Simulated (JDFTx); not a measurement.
# Energy of BN along an even scaling of the cell

System: BN (P6₃mc, 4 atoms in the cell).
Method: Kohn-Sham DFT of a periodic cell, PBE, PseudoDojo-SR-PBE-0.5-standard, no spin polarisation (JDFTx 1.7.0 (patched build)).

The 7 runs differ only in the geometry, by an even scaling of the cell at fixed fractional positions. The structure derives from a Materials Project entry.

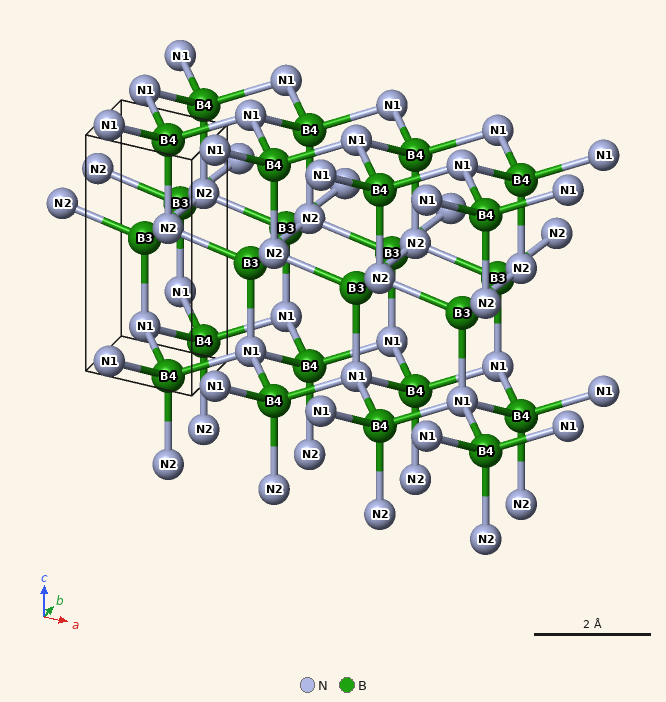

Figure 1. The structure of run 4 (ball-and-stick view of the cell of the calculation, repeated 4 × 2 × 1, seen slightly off an axis; bonded neighbours outside the cell are drawn too; atoms are numbered from 1 in the order of the input).

### Input of run 4
```
lattice \
    4.8262463860    -2.4131231931     0.0000000000 \
    0.0000000000     4.1796519752     0.0000000000 \
    0.0000000000     0.0000000000     7.9875983185
coords-type Lattice
ion N      0.3333333333     0.6666666667     0.1252760000 1
ion N      0.6666666667     0.3333333333     0.6252760000 1
ion B      0.3333333333     0.6666666667     0.4997240000 1
ion B      0.6666666667     0.3333333333     0.9997240000 1

ion-species pseudo/N.upf
ion-species pseudo/B.upf
elec-cutoff 42 336
elec-ex-corr gga-PBE
kpoint-folding 12 12 6
elec-smearing Fermi 0.0018374661
elec-n-bands 14
electronic-SCF nIterations 100 energyDiffThreshold 1e-09
electronic-minimize nIterations 30 energyDiffThreshold 1e-7
forces-output-coords Cartesian

dump-name run.$VAR
dump End Ecomponents EigStats BandEigs Kpoints Forces Stress ElecDensity Dtot KEdensity
```

Command:
```bash
jdftx -c 1 -i BN.in -o BN.out
```

Lattice vectors (Å) and fractional positions of run 4:
```
   2.553940    0.000000    0.000000
  -1.276970    2.211777    0.000000
   0.000000    0.000000    4.226855
N   0.333333  0.666667  0.125276
N   0.666667  0.333333  0.625276
B   0.333333  0.666667  0.499724
B   0.666667  0.333333  0.999724
```

Run 3 differs from it as follows:
```diff
-    4.8262463860    -2.4131231931     0.0000000000 \
-    0.0000000000     4.1796519752     0.0000000000 \
-    0.0000000000     0.0000000000     7.9875983185
+    4.7938544947    -2.3969272474     0.0000000000 \
+    0.0000000000     4.1515997744     0.0000000000 \
+    0.0000000000     0.0000000000     7.9339886609
```

### Results, with one run withheld

| run | volume per atom (Å³) | free energy per atom, from the lowest run given (meV) | pressure (GPa) | gap on the mesh (eV) |
| --- | --- | --- | --- | --- |
| 1 | 5.611 | 26.38 | 25.22 | 5.18 |
| 2 | 5.730 | 11.12 | 15.85 | 5.21 |
| 3 | 5.850 | ? | ? | ? |
| 4 | 5.969 | 0.00 | −0.43 | 5.27 |
| 5 | 6.088 | 2.99 | −7.49 | 5.30 |
| 6 | 6.208 | 10.99 | −13.92 | 5.32 |
| 7 | 6.327 | 23.58 | −19.78 | 5.34 |

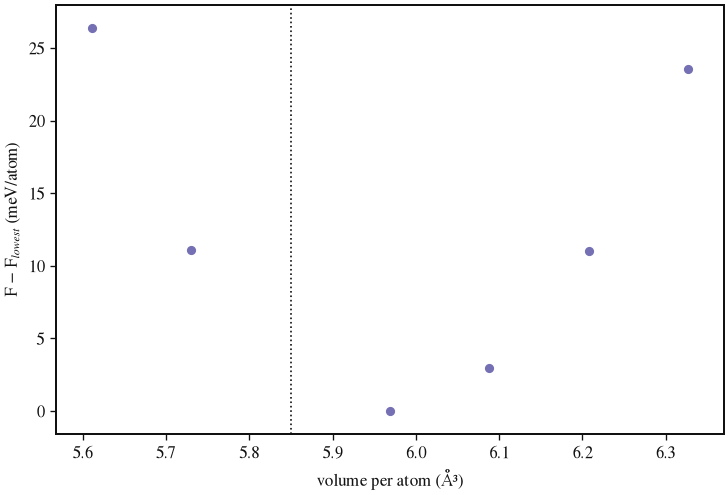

Figure 2. Free energy per atom of the runs given; the dotted line marks run 3.

Estimate the energy of run 3 from the others.

A cubic polynomial in V^(−2/3) (the Birch–Murnaghan form), fitted to the 6 runs given, misses them by at most 0.03 meV per atom. With x = V^(−2/3) − 0.30353 Å⁻², it reads F = 0.043496 − 205.12 x + 1.6837e+05 x² − 64640 x³ (meV per atom). At run 3 it gives 2.50 meV per atom, and the run itself gives 2.53. The slope of the fit gives a pressure −dF/dV of 7.31 GPa there, and the run prints 7.33 GPa. The fit has its minimum at 5.962 Å³ per atom, where V d²F/dV² gives 372 GPa. Cell shape and fractional positions are held, so this is the stiffness under even scaling; the relaxed bulk modulus wasn't computed. The gap on the mesh goes, without turning, from 5.18 eV in run 1 to 5.34 eV in run 7; run 3 has 5.24 eV. These are gaps of this functional on this mesh, which can miss the band edges; they aren't the measured gap.

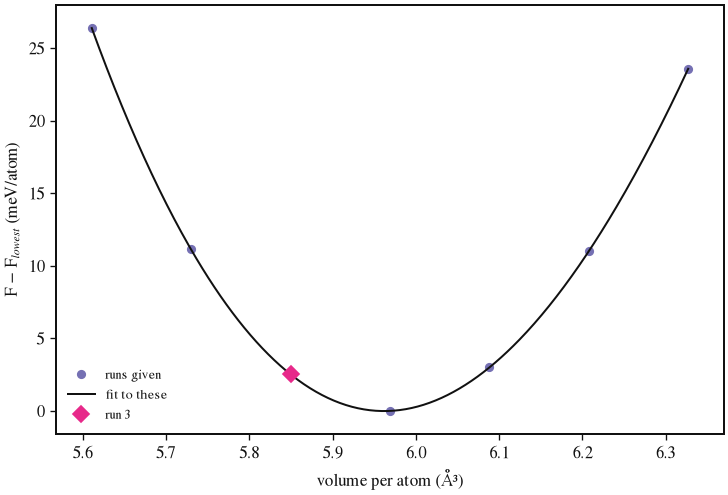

Figure 3. The fit and the withheld run.

### Some lines of the output (run 3)
```
[...]
unit cell volume = 157.904
     Etot =      -25.8173519226271324
        F =      -25.8173519226271360
	HOMO-LUMO gap: +0.192722
	Optical gap  : +0.308394 at state 4 ( [ +0.000000 +0.083333 +0.000000 ] spin 0 )
```
